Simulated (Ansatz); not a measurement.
# Co: starts and ends of a spin-polarised SCF, part 2 of 2

Wanted: the lowest electronic state of Co in this cell. One SCF may end in a higher state, so several starts are tried. The cell (2 atoms) is Co in its experimental structure (space group P6_3/mmc). Source: COD entry 9011617.

Ansatz 0.2.0; DFT PBEsol, PAW, plane waves, scalar-relativistic. The steps go on from the part before.

### Step 7. Moments +- scaled by 0.5, plain SCF

input.yaml

```yaml
crystal:
  lattice:
    - [2.53599982, 0.0, 0.0]
    - [-1.26799991, 2.19624026, 0.0]
    - [0.0, 0.0, 4.136]
  atoms:
    - { symbol: Co, position: [0.33333333, 0.66666667, 0.25], spin: 1.5 }
    - { symbol: Co, position: [0.66666667, 0.33333333, 0.75], spin: -1.5 }
magnetization:
  spin_polarized: true
hamiltonian:
  xc: pbesol
  pseudopotentials: { kind: paw }
basis:
  ecutwfc: 420
kpoints:
  mp_grid: { grid: [14, 14, 8] }
scf:
  occupations: { method: fermi_dirac, width: 0.1 }
  lower_state_search: "off"
output:
  forces: true
  stress: true
```

The program printed, shortened:

```text
[... 8 lines as in an earlier run ...]
Bands: 23, of which v1, the nominal top of the filled ones, is band 17 counted from 1 (16 counted from 0)
[... 9 lines as in an earlier run ...]
Starting moments: Σ|m| = 3 μB on 2 of 2 sites
Starting magnetic order: antiferromagnet; an inversion exchanges its spin sublattices: spin-degenerate at every k-point
[... 2 lines as in an earlier run ...]
[...]
SCF iter   1: F=—  HF=-10185.469767 eV  |F-HF|=—  |Δ(HF+E_count)|=         —  Δρ=3.70e-2 (↑3.70e-2 ↓3.70e-2)  dr2=5.20e-1  dr2_m=4.74e-2  M=-0.000 μB ∫|m|=2.537 μB  β_m=0.30  ethr=1.53e-3  ⟨swp⟩=1.0  Hψ=27804  notcnv=0
[...]
spin-set hold released at iteration 9 (site moments contracting): the magnetisation degrees of freedom join the quasi-Newton model from the next iteration; the mixer history was flushed
[...]
The SCF converged. Along the directions that its mixing steps explored, a Ritz value of the dielectric operator 1 − χ₀K read negative at each of the last 4 readings (its real part and the size of its imaginary part sum to between -0.20 and -0.20).
[...]
No search for a lower state was made along the close's negative reading: the deck asks for none (scf.lower_state_search: off) (following: asked_to_warn; scf.lower_state_search in the input reference).
SCF converged after 35 iterations
Magnetization: -0.0002 μB (16.9999 up, 17.0001 down)
Absolute magnetization: 2.3006 μB (∫|ρ↑−ρ↓|, with the PAW one-centre terms)
Spin contamination: 0.7481 ħ² per cell (⟨S²⟩ above its minimum at these occupations)
Per-site moments (μB) at R_I (Å): [(1.1254408849971813, 1.045212571379907), (-1.1256479922475007, 1.045212571379907)]
Free energy (F): -10185.421849 eV
[...]
E sigma→0 (E₀):  -10185.336709 eV
Entropy (-TS):   -0.170282 eV (-85.141 meV/atom)
Fermi energy:    17.204970 eV
[... 25 lines left out: energy terms, forces, stress ...]
```

Run time: 18 s. Hardware: 2 threads of an x86-64 CPU, shared host; peak memory 0.45 GiB.

This is the state of step 3 again (antiferromagnetic), after 35 iterations.

### Step 8. A moment on one site alone, plain SCF

input.yaml, as its differences from that of step 7:

```diff
@@ -6,4 +6,4 @@
   atoms:
-    - { symbol: Co, position: [0.33333333, 0.66666667, 0.25], spin: 1.5 }
-    - { symbol: Co, position: [0.66666667, 0.33333333, 0.75], spin: -1.5 }
+    - { symbol: Co, position: [0.33333333, 0.66666667, 0.25] }
+    - { symbol: Co, position: [0.66666667, 0.33333333, 0.75], spin: 3.0 }
 magnetization:
```

The program printed, shortened:

```text
[... 11 lines as in an earlier run ...]
Magnetic group: BNS 187.209 (UNI 1439), of the structure as read, at distance tolerance 2.8e-5 Å
[... 6 lines as in an earlier run ...]
Starting moments: Σ|m| = 3 μB on 1 of 2 sites
[... 2 lines as in an earlier run ...]
SCF iter   1: F=—  HF=-10185.651480 eV  |F-HF|=—  |Δ(HF+E_count)|=         —  Δρ=1.19e-1 (↑1.19e-1 ↓5.48e-2)  dr2=5.83e0  dr2_m=4.85e-1  M=2.803 μB ∫|m|=2.885 μB  β_m=0.30  ethr=3.10e-3  ⟨swp⟩=5.0  Hψ=20224  notcnv=0
[...]
spin-set hold released at iteration 6 (the charge has settled, or the pull on large starting moments outlasts its swing): the magnetisation degrees of freedom join the quasi-Newton model from the next iteration; the mixer history was flushed
[...]
SCF iter  23: F=-10185.854659 eV  HF=-10185.854659 eV  |F-HF|=4.11e-8  |Δ(HF+E_count)|=   6.95e-8  Δρ=1.31e-5 (↑1.97e-6 ↓1.31e-5)  dr2=4.72e-8  dr2_m=7.28e-9  M=3.336 μB ∫|m|=3.650 μB  ethr=2.94e-10  ⟨swp⟩=2.8  Hψ=17069  notcnv=0
[...]
SCF converged after 23 iterations
Magnetization: 3.3360 μB (18.6680 up, 15.3320 down)
Absolute magnetization: 3.6506 μB (∫|ρ↑−ρ↓|, with the PAW one-centre terms)
Spin contamination: 0.0577 ħ² per cell (⟨S²⟩ above its minimum at these occupations)
Per-site moments (μB) at R_I (Å): [(1.7398361086151428, 1.045212571379907), (1.7398820946763076, 1.045212571379907)]
Free energy (F): -10185.854659 eV
[...]
E sigma→0 (E₀):  -10185.819862 eV
Entropy (-TS):   -0.069594 eV (-34.797 meV/atom)
Fermi energy:    17.224098 eV
[... 25 lines left out: energy terms, forces, stress ...]
```

Run time: 15 s. Hardware: 2 threads of an x86-64 CPU, shared host; peak memory 0.44 GiB.

Nothing new: the 23 iterations lead to the state found in step 2 (ferromagnetic).

### Step 9. Parallel moments, Broyden mixing, no switch to direct minimisation

input.yaml, as its differences from that of step 8:

```diff
@@ -6,3 +6,3 @@
   atoms:
-    - { symbol: Co, position: [0.33333333, 0.66666667, 0.25] }
+    - { symbol: Co, position: [0.33333333, 0.66666667, 0.25], spin: 3.0 }
     - { symbol: Co, position: [0.66666667, 0.33333333, 0.75], spin: 3.0 }
@@ -20,2 +20,4 @@
   lower_state_search: "off"
+  algorithm: density_mixing
+  mixing: { algorithm: broyden, beta: 0.3 }
 output:
```

The program printed, shortened:

```text
[... 18 lines as in an earlier run ...]
Starting moments: Σ|m| = 6 μB on 2 of 2 sites
[... 3 lines as in an earlier run ...]
SCF iter   1: F=—  HF=-10185.450118 eV  |F-HF|=—  |Δ(HF+E_count)|=         —  Δρ=1.27e-1 (↑1.27e-1 ↓6.96e-2)  dr2=5.61e-1  dr2_m=1.98e0  M=3.873 μB ∫|m|=4.077 μB  β_m=0.85  ethr=1.65e-3  ⟨swp⟩=1.0  Hψ=28864  notcnv=0
[...]
[... 1 line as in an earlier run ...]
[...]
SCF iter  12: F=-10185.854659 eV  HF=-10185.854659 eV  |F-HF|=1.52e-9  |Δ(HF+E_count)|=   3.92e-8  Δρ=8.27e-6 (↑3.81e-6 ↓8.27e-6)  dr2=7.41e-9  dr2_m=5.25e-9  M=3.336 μB ∫|m|=3.650 μB  ethr=6.25e-11  ⟨swp⟩=3.1  Hψ=15137  notcnv=0
[...]
this state was not tested for a lower state beside it, because the mixer in use, unlike msr1, does not test its closes by its own steps (another_mixer; see scf.mixing.algorithm and scf.lower_state_search)
SCF converged after 12 iterations
Magnetization: 3.3359 μB (18.6680 up, 15.3320 down)
Absolute magnetization: 3.6505 μB (∫|ρ↑−ρ↓|, with the PAW one-centre terms)
Spin contamination: 0.0577 ħ² per cell (⟨S²⟩ above its minimum at these occupations)
Per-site moments (μB) at R_I (Å): [(1.7398256624865833, 1.045212571379907), (1.7398256624865833, 1.045212571379907)]
Free energy (F): -10185.854659 eV
[...]
E sigma→0 (E₀):  -10185.819861 eV
Entropy (-TS):   -0.069596 eV (-34.798 meV/atom)
Fermi energy:    17.224082 eV
[... 25 lines left out: energy terms, forces, stress ...]
```

Run time: 7.3 s. Hardware: 2 threads of an x86-64 CPU, shared host; peak memory 0.42 GiB.

This is the state of step 2 again (ferromagnetic), after 12 iterations.

### Step 10. All ends together

| step | iterations | state | moments of Co1 Co2 (μB) | total (μB) | gap (eV) | pressure (GPa) | above lowest (meV/atom) |
| --- | --- | --- | --- | --- | --- | --- | --- |
| 2 | 8 | 1 | 1.74 1.74 | 3.34 | none | -19.5 | 0.0 |
| 3 | 22 | 2 | 1.13 -1.13 | 0.00 | none | -23.9 | 216 |
| 4 | 6 | 3 | 0.00 0.00 | 0.00 | none | -29.6 | 236 |
| 5 | 9 | 1 | 1.74 1.74 | 3.34 | none | -19.5 | 0.0 |
| 6 | 19 | 1 | 1.74 1.74 | 3.34 | none | -19.5 | 0.0 |
| 7 | 35 | 2 | 1.13 -1.13 | 0.00 | none | -23.9 | 216 |
| 8 | 23 | 1 | 1.74 1.74 | 3.34 | none | -19.5 | 0.0 |
| 9 | 12 | 1 | 1.74 1.74 | 3.34 | none | -19.5 | 0.0 |

States are numbered from the lowest. Starts by step: 2 parallel moments, plain SCF; 3 opposed moments +-, plain SCF; 4 no spin polarisation; 5 spin on, no moments given (the program may seed its own), plain SCF; 6 parallel moments scaled by 0.1, plain SCF; 7 moments +- scaled by 0.5, plain SCF; 8 a moment on one site alone, plain SCF; 9 parallel moments, Broyden mixing, no switch to direct minimisation.

The 8 runs of this session took 83 s in all, from 2 s to 18 s each.

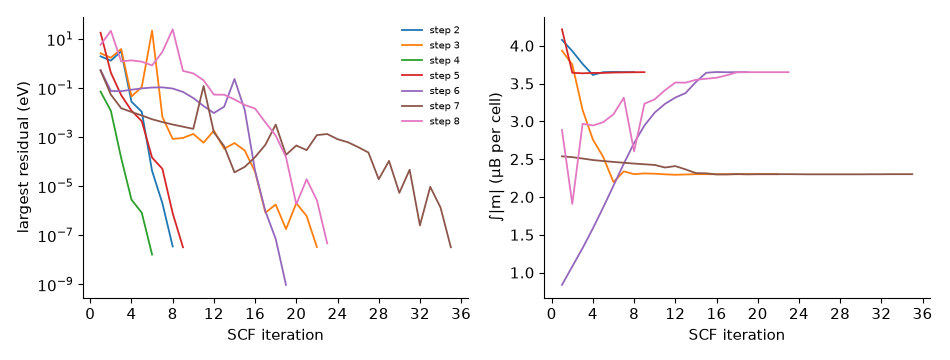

Residual and absolute moment along the iterations (7 of the 8 runs).

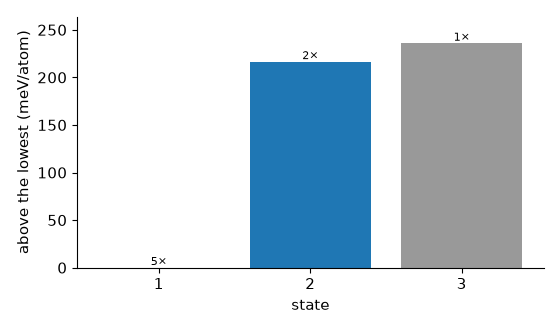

Energy of each distinct state, with the number of starts that reached it (red ferromagnetic, blue opposed moments, grey non-magnetic, green other).

### Step 11. What came out

This closing draws on all 2 parts.

| quantity | value |
| --- | --- |
| distinct states | 3 from 8 converged runs |
| lowest state from plain starts | ferromagnetic |
| its moments | Co1 1.74, Co2 1.74 μB |
| total moment | 3.34 μB per cell |
| gap on the k-mesh | none |
| pressure | -19.5 GPa |
| largest force | 0.000 eV/Å |
| next state | antiferromagnetic, 216 meV/atom higher |
| highest state | non-magnetic (no spin polarisation), 236 meV/atom higher |

In words: The 8 converged runs end in 3 distinct states. Switching spin polarisation off costs 236 meV/atom in free energy, smearing entropy included. The best antiferromagnetic state lies 216 meV/atom above the best ferromagnetic one. The search isn't exhaustive: larger magnetic cells and non-collinear orders weren't tried. State 2 reads as a saddle point, which a small push may leave.
